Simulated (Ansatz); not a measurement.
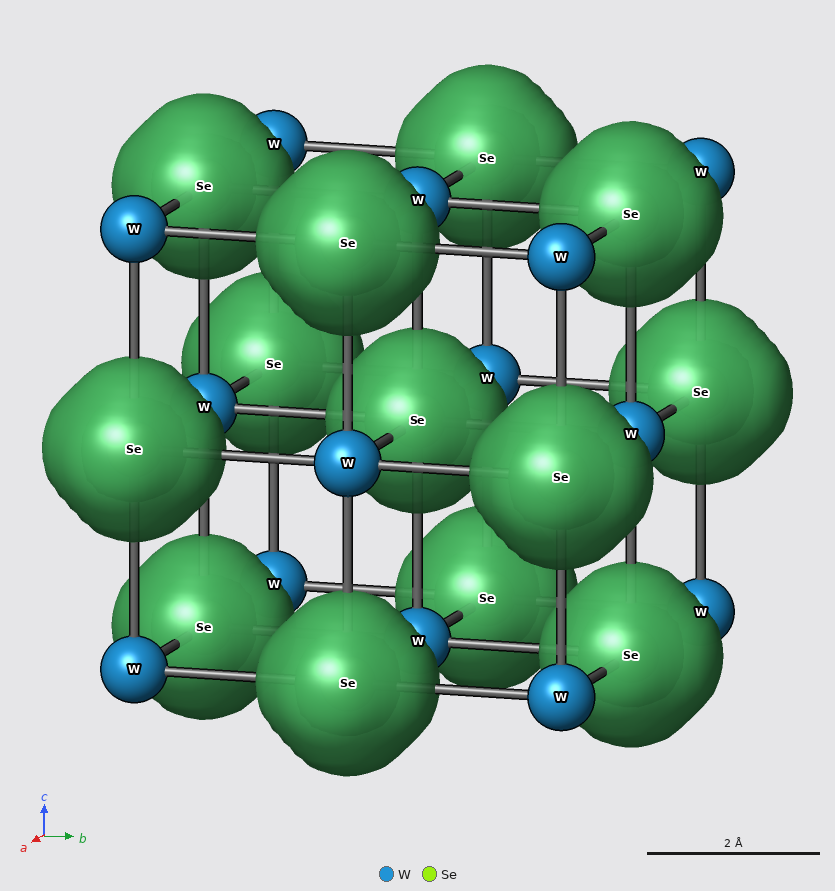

*WSe. Isosurface of the ELF at 0.7 (green), seen slightly off an axis. Only the valence region is drawn (cores and ρ < 0.01 e/Å³ removed). Sticks mark near contacts.*

Space group Fm-3m; started from the rock salt prototype, which need not be the ambient phase; computed pressure about 24 GPa in this cell; Hubbard U of 4 eV on W d only; spin-polarised.

Theory: Ansatz 0.2.0, DFT PBE+U, scalar-relativistic, plane waves, PAW.

In a PAW calculation such maps are meaningful between the atoms, not at the nuclei.

Input file:

```
crystal:
  lattice:
    - [0.0, 2.6155649628, 2.6155649628]
    - [2.6155649628, 0.0, 2.6155649628]
    - [2.6155649628, 2.6155649628, 0.0]
  atoms:
    - { symbol: W, position: [0.0, 0.0, 0.0], spin: 2.5 }
    - { symbol: Se, position: [0.5, 0.5, 0.5] }
basis:
  ecutwfc: 420
kpoints:
  mp_grid: { grid: [14, 14, 14] }
hamiltonian:
  xc: pbe
  hubbard: { sites: [{ species: W, l: d, u_eff: 4.0 }] }
scf:
  occupations: { method: gaussian, width: 0.05 }
output:
  forces: true
  stress: true
  eigenvalues: true
  populations: true
  write_density: true
  write_potential: true
  elf: true
  volumetric_format: npy
magnetization:
  spin_polarized: true
```

Command:

```sh
ansatz run input.yaml --threads 1 --pin off --max-ram 2560MiB --backend cpu --events-out ev --progress --plain --runs-dir out
```

Below, planes, directions and counts refer to the conventional cell (a = 5.23 Å, b = 5.23 Å, c = 5.23 Å, α = 90.00°, β = 90.00°, γ = 90.00°).

**Identify the bonds, lone pairs and shells in this picture.**

At this value the surface marks out four regions wrapped around Se (the valence shell of each), counted in one cell of 8 atoms. Regions shared between cells count once. Along the contacts the grid gives the following. W–Se (2.62 Å): the ELF is about 0.40 at the midpoint.

**Does the calculation make it a metal, or give it a gap?**

It is gapless in this calculation (a metal or semimetal); semilocal functionals without U, or without the true magnetic order, often close the gap of such compounds.
